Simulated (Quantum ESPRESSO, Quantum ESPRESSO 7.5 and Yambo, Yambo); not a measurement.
# Quasiparticle gap of SiC (P6_3mc) in Yambo

Aim: the G0W0 gap of SiC (P6_3mc) on PBE, step by step.

Method: PBE and many-body steps on it, plane waves, in Quantum ESPRESSO 7.5 and Yambo 5.3.0.

**The experiments to reproduce.**

- Gap 3 eV: optical absorption onset, approximate; UV-Vis-NIR transmission; bulk crystal (400 micron semi-insulating 6H-SiC wafer) (“Effects of energetic ion irradiation on WSe2/SiC heterostructures”, 2017, pmc:5482891).

- Gap 3.02 eV: band gap at cryogenic temperature; bulk crystal (literature value) (quoted in “Silicon carbide diodes for neutron detection”, 2020, arxiv:2009.14696).

- Gap 3.03 eV: indirect gap, experimental literature value; quoted from earlier experiment; bulk crystal (quoted in “Charge spill-out and work function of few-layer graphene on SiC(0001)”, 2018, arxiv:1806.04908).

Report form: the programs' logs are mostly left out.

### Step 1. The structure

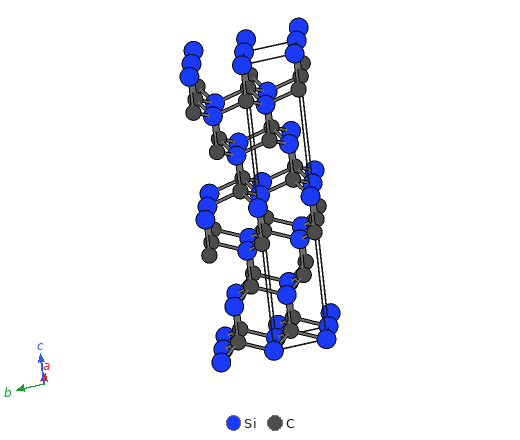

The cell as given, from a free direction (silicon blue, carbon dark grey). 2×2×1 cells are drawn. Bonds to atoms that aren't drawn are left out. Some periodic images of atoms are drawn too.

The cell and positions are those that the Materials Project relaxed with its own functionals (PBE, PBE+U or r2SCAN), kept fixed.

### Step 2. Ground state

This step: Quantum ESPRESSO 7.5; DFT, PBE, plane waves, norm-conserving pseudopotentials.

The ground-state density comes first.

The input, pw.in:

```
&control
  calculation = 'scf'
  prefix = 'x'
  outdir = 'o'
  pseudo_dir = 'pseudo'
/
&system
  ibrav = 0
  nat = 12
  ntyp = 2
  ecutwfc = 74.0
  nbnd = 34
  force_symmorphic = .true.
/
&electrons
  conv_thr = 1e-10
  electron_maxstep = 80
  mixing_beta = 0.5
/
ATOMIC_SPECIES
  Si 28.085 Si.upf
  C 12.011 C.upf
CELL_PARAMETERS angstrom
  3.0766210102 -0.0000000000 0.0000000000
  -1.5383105051 2.6644319527 0.0000000000
  0.0000000000 0.0000000000 15.0980843200
ATOMIC_POSITIONS crystal
  Si 0.3333333333 0.6666666667 0.8329861500
  Si 0.6666666667 0.3333333333 0.3329861500
  Si 0.6666666667 0.3333333333 0.6665006000
  Si 0.3333333333 0.6666666667 0.1665006000
  Si 0.0000000000 0.0000000000 0.4997294200
  Si 0.0000000000 0.0000000000 0.9997294200
  C 0.0000000000 0.0000000000 0.8743664100
  C 0.0000000000 0.0000000000 0.3743664100
  C 0.3333333333 0.6666666667 0.7079967800
  C 0.6666666667 0.3333333333 0.2079967800
  C 0.6666666667 0.3333333333 0.5415216400
  C 0.3333333333 0.6666666667 0.0415216400
K_POINTS automatic
  6 6 2 0 0 0
```

The run is started by

```console
> OMP_NUM_THREADS=1 mpirun -n 4 pw.x -nk 4 -in pw.in > pw.out
```

Run time: 36 s. Hardware: 4 MPI ranks of Arm Neoverse V1, shared host; peak memory 0.52 GiB.

Numbers from this step:

```
total energy               : -1676.7190 eV
gap                        : 2.027 eV
k of the valence top       : 0, 0, 0
k of the conduction bottom : 0, -0.5, 0
least direct gap           : 3.130 eV
```

The gap is indirect, with the least direct gap 1.10 eV higher.

### Step 3. Bands along the symmetry lines

Levels along a band path, at the cheap level, show where the edges lie and whether the meshes to come will hold them.

The input, pw.in:

```
&control
  calculation = 'bands'
  prefix = 'x'
  outdir = 'o'
  pseudo_dir = 'pseudo'
/
&system
  ibrav = 0
  nat = 12
  ntyp = 2
  ecutwfc = 74.0
  nbnd = 30
  force_symmorphic = .true.
/
&electrons
  conv_thr = 1e-9
  electron_maxstep = 80
  diago_full_acc = .true.
  diago_thr_init = 5e-6
/
ATOMIC_SPECIES
  Si 28.085 Si.upf
  C 12.011 C.upf
CELL_PARAMETERS angstrom
  3.0766210102 -0.0000000000 0.0000000000
  -1.5383105051 2.6644319527 0.0000000000
  0.0000000000 0.0000000000 15.0980843200
ATOMIC_POSITIONS crystal
  Si 0.3333333333 0.6666666667 0.8329861500
  Si 0.6666666667 0.3333333333 0.3329861500
  Si 0.6666666667 0.3333333333 0.6665006000
  Si 0.3333333333 0.6666666667 0.1665006000
  Si 0.0000000000 0.0000000000 0.4997294200
  Si 0.0000000000 0.0000000000 0.9997294200
  C 0.0000000000 0.0000000000 0.8743664100
  C 0.0000000000 0.0000000000 0.3743664100
  C 0.3333333333 0.6666666667 0.7079967800
  C 0.6666666667 0.3333333333 0.2079967800
  C 0.6666666667 0.3333333333 0.5415216400
  C 0.3333333333 0.6666666667 0.0415216400
K_POINTS crystal
  75
  0.00000000 0.00000000 0.00000000 1
  0.06250000 0.00000000 0.00000000 1
  0.12500000 0.00000000 0.00000000 1
  0.18750000 0.00000000 0.00000000 1
  0.25000000 0.00000000 0.00000000 1
  0.31250000 0.00000000 0.00000000 1
  0.37500000 0.00000000 0.00000000 1
  0.43750000 0.00000000 0.00000000 1
  0.50000000 0.00000000 0.00000000 1
  0.47916667 0.04166667 0.00000000 1
  0.45833333 0.08333333 0.00000000 1
  0.43750000 0.12500000 0.00000000 1
  0.41666666 0.16666666 0.00000000 1
  0.39583333 0.20833333 0.00000000 1
  0.37500000 0.25000000 0.00000000 1
  0.35416666 0.29166666 0.00000000 1
  0.33333333 0.33333333 0.00000000 1
  0.29166666 0.29166666 0.00000000 1
  0.25000000 0.25000000 0.00000000 1
  0.20833333 0.20833333 0.00000000 1
  0.16666666 0.16666666 0.00000000 1
  0.12500000 0.12500000 0.00000000 1
  0.08333333 0.08333333 0.00000000 1
  0.04166667 0.04166667 0.00000000 1
  0.00000000 0.00000000 0.00000000 1
  0.00000000 0.00000000 0.06250000 1
  0.00000000 0.00000000 0.12500000 1
  0.00000000 0.00000000 0.18750000 1
  0.00000000 0.00000000 0.25000000 1
  0.00000000 0.00000000 0.31250000 1
  0.00000000 0.00000000 0.37500000 1
  0.00000000 0.00000000 0.43750000 1
  0.00000000 0.00000000 0.50000000 1
  0.06250000 0.00000000 0.50000000 1
  0.12500000 0.00000000 0.50000000 1
  0.18750000 0.00000000 0.50000000 1
  0.25000000 0.00000000 0.50000000 1
  0.31250000 0.00000000 0.50000000 1
  0.37500000 0.00000000 0.50000000 1
  0.43750000 0.00000000 0.50000000 1
  0.50000000 0.00000000 0.50000000 1
  0.47916667 0.04166667 0.50000000 1
  0.45833333 0.08333333 0.50000000 1
  0.43750000 0.12500000 0.50000000 1
  0.41666666 0.16666666 0.50000000 1
  0.39583333 0.20833333 0.50000000 1
  0.37500000 0.25000000 0.50000000 1
  0.35416666 0.29166666 0.50000000 1
  0.33333333 0.33333333 0.50000000 1
  0.29166666 0.29166666 0.50000000 1
  0.25000000 0.25000000 0.50000000 1
  0.20833333 0.20833333 0.50000000 1
  0.16666666 0.16666666 0.50000000 1
  0.12500000 0.12500000 0.50000000 1
  0.08333333 0.08333333 0.50000000 1
  0.04166667 0.04166667 0.50000000 1
  0.00000000 0.00000000 0.50000000 1
  0.50000000 0.00000000 0.50000000 1
  0.50000000 0.00000000 0.43750000 1
  0.50000000 0.00000000 0.37500000 1
  0.50000000 0.00000000 0.31250000 1
  0.50000000 0.00000000 0.25000000 1
  0.50000000 0.00000000 0.18750000 1
  0.50000000 0.00000000 0.12500000 1
  0.50000000 0.00000000 0.06250000 1
  0.50000000 0.00000000 0.00000000 1
  0.33333333 0.33333333 0.50000000 1
  0.33333333 0.33333333 0.43750000 1
  0.33333333 0.33333333 0.37500000 1
  0.33333333 0.33333333 0.31250000 1
  0.33333333 0.33333333 0.25000000 1
  0.33333333 0.33333333 0.18750000 1
  0.33333333 0.33333333 0.12500000 1
  0.33333333 0.33333333 0.06250000 1
  0.33333333 0.33333333 0.00000000 1
```

Elapsed: 42 s, on 4 MPI ranks; peak memory 0.41 GiB.

Numbers from this step:

* gap: 2.022 eV
* k of the valence top: 0, 0, 0
* k of the conduction bottom: 0.5, 0, 0.1875
* least direct gap: 3.130 eV

The gap is 2.022 eV, −0.004 eV from the run before at this level.

The electronic bands at the labelled points (eV, zero at the top of the highest filled band):

| point | band 21 | band 22 | band 23 | band 24 | band 25 | band 26 | band 27 | band 28 |
| --- | --- | --- | --- | --- | --- | --- | --- | --- |
| Γ | -0.30 | -0.04 | 0.00 | 0.00 | 5.20 | 5.37 | 5.78 | 6.30 |
| M | -1.82 | -1.79 | -1.67 | -1.10 | 2.03 | 2.22 | 3.22 | 3.90 |
| K | -3.16 | -2.22 | -2.08 | -2.08 | 3.49 | 3.49 | 3.78 | 5.08 |
| Γ | -0.30 | -0.04 | 0.00 | 0.00 | 5.20 | 5.37 | 5.78 | 6.29 |
| A | -0.10 | -0.10 | -0.10 | -0.10 | 5.27 | 5.27 | 6.02 | 6.02 |
| L | -1.72 | -1.72 | -1.31 | -1.31 | 2.07 | 2.07 | 3.44 | 3.44 |
| H | -2.64 | -2.64 | -2.27 | -2.27 | 3.68 | 3.68 | 4.35 | 4.35 |
| A | -0.10 | -0.10 | -0.10 | -0.10 | 5.27 | 5.27 | 6.02 | 6.02 |
| jump to L | -1.72 | -1.72 | -1.31 | -1.31 | 2.07 | 2.07 | 3.44 | 3.44 |
| M | -1.82 | -1.79 | -1.67 | -1.10 | 2.03 | 2.22 | 3.22 | 3.90 |
| jump to H | -2.64 | -2.64 | -2.27 | -2.27 | 3.68 | 3.68 | 4.35 | 4.35 |
| K | -3.16 | -2.22 | -2.08 | -2.08 | 3.49 | 3.49 | 3.78 | 5.08 |

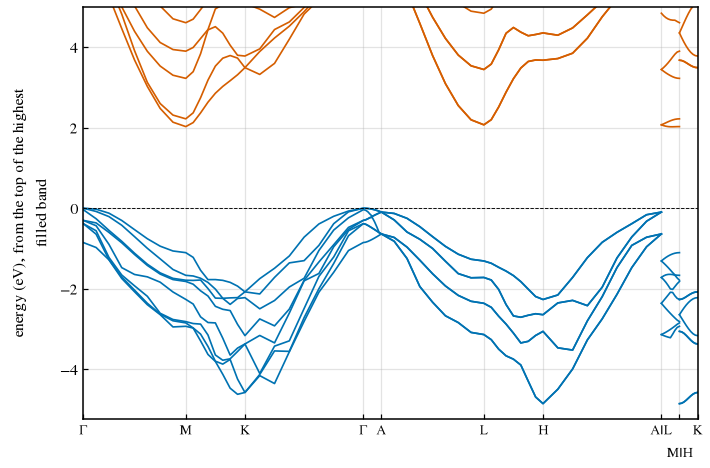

Electronic bands along the path; lines of filled and empty bands in two colours.

### Step 4. Empty states on the mesh, 6×6×1 mesh, 540 bands

The sums over transitions need many empty states on a uniform mesh; this step solves for them.

The input, pw.in:

```
&control
  calculation = 'nscf'
  prefix = 'x'
  outdir = 'o'
  pseudo_dir = 'pseudo'
/
&system
  ibrav = 0
  nat = 12
  ntyp = 2
  ecutwfc = 74.0
  nbnd = 540
  force_symmorphic = .true.
/
&electrons
  conv_thr = 1e-9
  electron_maxstep = 80
  diago_full_acc = .true.
  diago_thr_init = 5e-6
/
ATOMIC_SPECIES
  Si 28.085 Si.upf
  C 12.011 C.upf
CELL_PARAMETERS angstrom
  3.0766210102 -0.0000000000 0.0000000000
  -1.5383105051 2.6644319527 0.0000000000
  0.0000000000 0.0000000000 15.0980843200
ATOMIC_POSITIONS crystal
  Si 0.3333333333 0.6666666667 0.8329861500
  Si 0.6666666667 0.3333333333 0.3329861500
  Si 0.6666666667 0.3333333333 0.6665006000
  Si 0.3333333333 0.6666666667 0.1665006000
  Si 0.0000000000 0.0000000000 0.4997294200
  Si 0.0000000000 0.0000000000 0.9997294200
  C 0.0000000000 0.0000000000 0.8743664100
  C 0.0000000000 0.0000000000 0.3743664100
  C 0.3333333333 0.6666666667 0.7079967800
  C 0.6666666667 0.3333333333 0.2079967800
  C 0.6666666667 0.3333333333 0.5415216400
  C 0.3333333333 0.6666666667 0.0415216400
K_POINTS automatic
  6 6 1 0 0 0
```

Run time: 3.2 min. Hardware: 4 MPI ranks; peak memory 2 GiB.

Numbers from this step:

```
gap                                                           : 2.027 eV
k of the valence top                                          : 0, 0, 0
k of the conduction bottom                                    : 0, -0.5, 0
least direct gap                                              : 3.130 eV
k points computed                                             : 7
lowest point of the top converged band, above the valence top : 133.5747 eV
```

On this mesh the gap is 2.027 eV.

### Step 5. Conversion and set-up

This step: Yambo 5.3.0; conversion and set-up on PBE, plane waves, norm-conserving pseudopotentials.

The states are converted to the many-body program's format and the q mesh is built.

The run is started by

```console
> (cd o/x.save; p2y > p2y.log; mv SAVE ../..); yambo > setup.log
```

It took 2.8 s on 1 MPI rank; peak memory 0.24 GiB.

### Step 6. Screening and self-energy, 6×6×1 mesh, 234 bands, screening to 136.1 eV

G0W0 replaces the xc potential by the self-energy, built once from these orbitals. Only a window of levels is corrected, while the sums run over the empty bands that the input names.

This step: G0W0 on PBE, plane waves, norm-conserving pseudopotentials.

The input, gw2.in:

```
HF_and_locXC
gw0
dyson
ppa
em1d
rim_cut
RandQpts= 1000000
RandGvec= 1 RL
EXXRLvcs= 74 Ry
VXCRLvcs= 296 Ry
Chimod= "HARTREE"
% BndsRnXp
 1 | 234 |
%
NGsBlkXp= 10 Ry
% LongDrXp
 1 | 1 | 1 |
%
% GbndRnge
 1 | 234 |
%
DysSolver= "n"
ExtendOut
PPAPntXp= 27.21138 eV
% QPkrange
 1 | 1 | 23 | 26 |
 4 | 4 | 23 | 26 |
%
```

The run is started by

```console
> OMP_NUM_THREADS=1 mpirun -n 4 yambo -F gw2.in -J gw2 -C gw2 > gw2.log
```

The job ended after 8.8 min (4 MPI ranks; peak memory 2.6 GiB; 35 min of CPU time).

This step gave:

| Property | Result |
| --- | --- |
| G0W0 gap on the points computed | 2.633 eV |
| starting gap on the mesh | 2.027 eV |
| k of the valence top | 0, 0, 0 |
| k of the conduction bottom | 0, -0.5, 0 |
| least direct G0W0 gap on the computed points | 3.896 eV |
| Z at the valence top | 0.8008 |
| Z at the conduction bottom | 0.8234 |

The gap on the mesh goes from 2.03 eV to 2.63 eV, a correction of +0.61 eV.

Limits: finite bands, cutoff and mesh; coarse k mesh. v1 is the top filled band, c1 the lowest empty one. The levels before and after the correction (eV, zero at the valence-band top of each column):

|  | conduction bottom | valence top |
| --- | --- | --- |
| Kohn-Sham | 2.03 | 0.00 |
| G0W0 | 2.63 | 0.00 |

|  | level | energy (eV) |
| --- | --- | --- |
| Kohn-Sham | Γ v2-v1 | 0.000 |
| Kohn-Sham | Γ c1 | 5.203 |
| Kohn-Sham | Γ c2 | 5.373 |
| Kohn-Sham | (0 -0.5 0) v2 | -1.667 |
| Kohn-Sham | (0 -0.5 0) v1 | -1.103 |
| Kohn-Sham | (0 -0.5 0) c1 | 2.027 |
| Kohn-Sham | (0 -0.5 0) c2 | 2.219 |
| G0W0 | Γ v2-v1 | 0.000 |
| G0W0 | Γ c1 | 6.017 |
| G0W0 | Γ c2 | 6.179 |
| G0W0 | (0 -0.5 0) v2 | -1.876 |
| G0W0 | (0 -0.5 0) v1 | -1.263 |
| G0W0 | (0 -0.5 0) c1 | 2.633 |
| G0W0 | (0 -0.5 0) c2 | 2.823 |

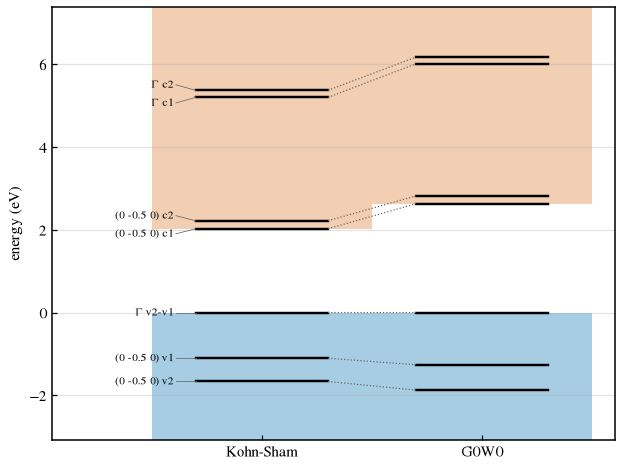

Levels before and after the correction. Shaded: valence and conduction bands.

### Step 7. Where the time went

Times are wall times on the hardware named with each run, good to a factor of about two.

| step | time | share | memory (GiB) |
| --- | --- | --- | --- |
| ground state | 36 s | 4 % | 0.52 |
| bands along the symmetry lines | 42 s | 5 % | 0.41 |
| empty states on the mesh | 3.2 min | 24 % | 2 |
| conversion and set-up | 2.8 s | 0 % | 0.24 |
| screening and self-energy | 8.8 min | 66 % | 2.6 |

### Step 8. Results

```yaml
pbe_gap: 2.02 eV, indirect
g0w0_gap_on_the_mesh: 2.63 eV
gw_settings: 6×6×1 mesh, 234 bands, screening to 136.1 eV, Godby-Needs plasmon pole
known_limits: not at the basis limit; coarse k mesh
```

What this shows: G0W0 moves the gap on the mesh from 2.03 eV to 2.63 eV (+0.61 eV), with Z of 0.80 and 0.82 at the edges. Only 2 of the mesh's irreducible points were corrected, so a valley elsewhere could overtake. The dearest step here is «screening and self-energy». Against experiment, by G0W0@PBE: the gap of 2.63 eV lies −0.37 eV from the measured 3 eV (optical, 2017); the gap of 2.63 eV lies −0.39 eV from the measured 3.02 eV (kind not stated, quoted 2020); the gap of 2.63 eV lies −0.40 eV from the measured 3.03 eV (indirect, quoted 2018). An exciton line or allowed optical edge lies below the quasiparticle gap by the binding energy; a forbidden edge can push the onset above it. The calculation has static nuclei and no excitons; a measured gap holds zero-point and thermal motion, which mostly lowers it. Bands and cutoff are finite, so the gap is not at the basis limit. The miss can reach some tenths of an eV and take either sign; the mesh is an error of its own. In the G0W0 run levels were corrected at 2 k points alone, so a gap called «on the mesh» is the least over those, and an edge elsewhere would be missed. The 6×6×1 mesh is coarse for this cell, which bears on the long-range parts of exchange and screening.

[Paths, hosts, dates, memory and timing lines, banners, echoed tables and standing remarks are left out of the program output.]

[Logs are printed without paths, hosts, clocks, repeated set-up lines and the standing remarks that a program may print on its own settings, such as how far it seeks lower states.]

[Runs of the session that timed out or met a known fault of the program may be left out.]

[Hosts, paths, dates, database ids (printed as entryN), source tags and the programs' standing remarks are cut or masked in the printed files.]
